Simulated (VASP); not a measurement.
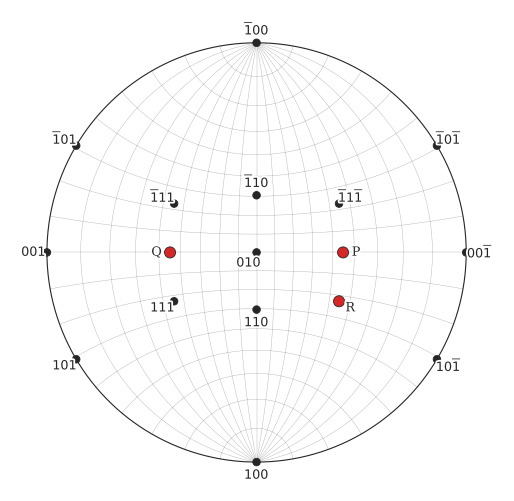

Stereographic projection of plane normals (upper hemisphere) centred on (0 1 0). Crystal: Si, a cell listed in the Materials Project, as set up for an electronic-structure calculation. The drawing is computed from the coordinates (standard cell, symmetry found to 0.002 Å).

a = 8.750 Å, b = 5.155 Å, c = 5.183 Å, α = 90.00°, β = 90.00°, γ = 90.00°.

Q: Index the poles marked P, Q, R.

A: P is (0 1 −1), 44.8° from the centre; Q is (0 1 1), 44.8° from the centre; R is (1 1 −1), 49.1° from the centre.

Q: What is the angle between the normals of (−1 1 −1) and (1 0 1), and what are their d_hkl = 1/|g|?

A: 139.1°; d = 3.373 Å and 4.459 Å.
